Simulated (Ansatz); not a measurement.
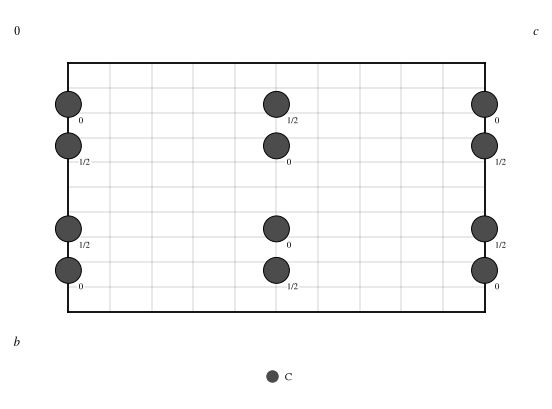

Plan of a unit cell projected along a (b down the page, c across); the numbers are heights as fractions of a, and atoms on the cell's edges are repeated. The grid marks tenths of b and c. Source: the geometry relaxed with Ansatz, DFT r2SCAN, scalar-relativistic, plane waves, PAW; the starting structure was generated, so it need not be a known form of this composition. The drawing is computed from the coordinates (standard cell, symmetry found to 0.002 Å).

a = 2.456 Å, b = 4.253 Å, c = 7.105 Å, α = 90.00°, β = 90.00°, γ = 90.00°.

### What does the cell contain?

8 C: C, Z = 8.

### Which space group?

Fmmm, No. 69, face-centred orthorhombic.

### Give the independent sites, coordinates to two places.

| atom | site | symmetry | x | y | z |
| --- | --- | --- | --- | --- | --- |
| C | 8h | m2m | 0.50 | 0.67 | 0.00 |
